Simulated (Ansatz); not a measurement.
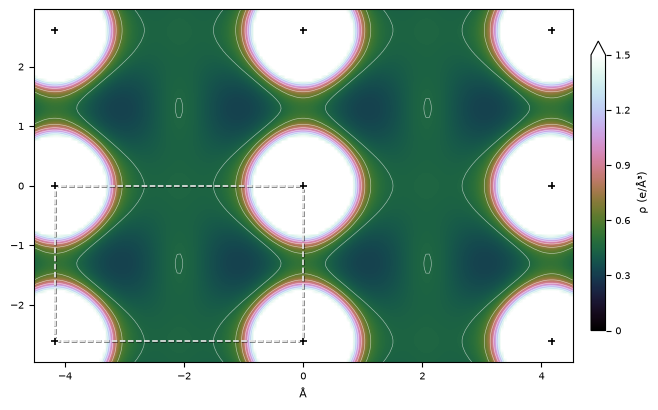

The valence pseudo-density on a plane through atoms (crosses mark nuclei in the plane).

Computed with DFT, r2SCAN, plane waves (500 eV) with PAW, scalar-relativistic in Ansatz.

Candidates:
A. Re, a = 4.17 Å, b = 4.17 Å, c = 2.61 Å, α = 90.00°, β = 90.00°, γ = 120.00°. Space group P6/mmm; set up as Re, omega (AlB2-type); a generated structure, not necessarily the stable one; changed on purpose from its base cell (volume × 0.88); computed pressure about 62 GPa in this cell; computed without spin polarisation.
B. Mn, a = 3.12 Å, b = 3.12 Å, c = 3.20 Å, α = 90.00°, β = 90.00°, γ = 90.00°. Space group I4/mmm; set up as Mn, fcc; a generated structure, not necessarily the stable one; changed on purpose from its base cell (volume × 1.04); computed pressure about −3 GPa in this cell; spin-polarised.
C. La, a = 3.55 Å, b = 11.68 Å, c = 3.70 Å, α = 90.00°, β = 118.17°, γ = 90.00°. Space group C2/c; set up as La, beta-Sn type; a generated structure, not necessarily the stable one; changed on purpose from its base cell (volume × 0.92); computed pressure about 2 GPa in this cell.

Which candidate gave the map?

Answer. Candidate A: Re on the (100) plane of the conventional cell, which holds Re. Re–Re (2.61 Å): the density is about 0.52 e/Å³ at the midpoint.
